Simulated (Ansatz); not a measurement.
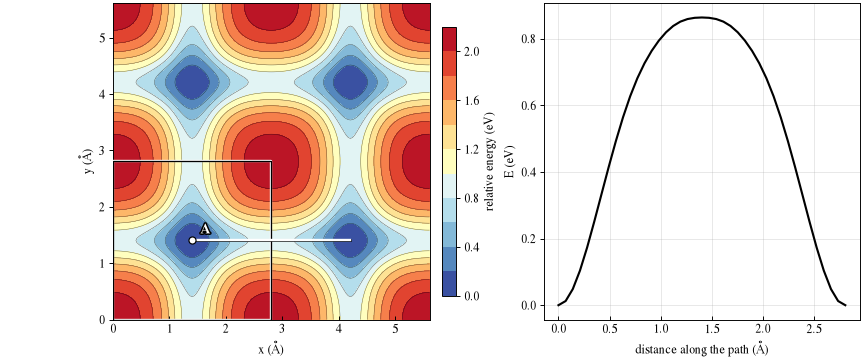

S on a Pt(100) slab cut from the Fm-3m phase, its upper half relaxed before the scan (12 atoms of substrate and one adsorbate in a 2 × 2 cell). S is moved over the surface cell; relaxed at each place: the height of the adsorbate's atoms; substrate rigid; the origin of the map has the adsorbate above Pt9. Places are given modulo a cell vector. The map is drawn in real space over the plane of the surface. Grid: 6 × 6 points; 10 points were computed and 26 follow by symmetry. Places are given in fractions of the 1 × 1 surface cell. Energies: eV, counted from the lowest grid point. The calculation used DFT PBE, scalar-relativistic, plane waves, PAW (Ansatz). Settings: cutoff 420 eV, k-mesh 5×5×1, gaussian smearing 0.1 eV, no spin polarisation.

Drawn: filled contours, a line along the lowest path, the outline of one cell of the 2 × 2 shown, the energy along the path at the right, the start A. Between grid points the surface is interpolated.

**Describe the path and its barrier.**

The easiest path leads from the well at a fourfold hollow over a second-layer Pt atom, (3/6, 3/6) of the cell vectors to its copy one period on. Its highest point lies about 0.86 eV above the bottom of the first well on the interpolated surface, at a bridge site between two Pt atoms, (0/6, 3/6) of the cell vectors. This is the barrier on the constrained surface; relaxing the other coordinates would change it.

PAW datasets: the set soft_1.
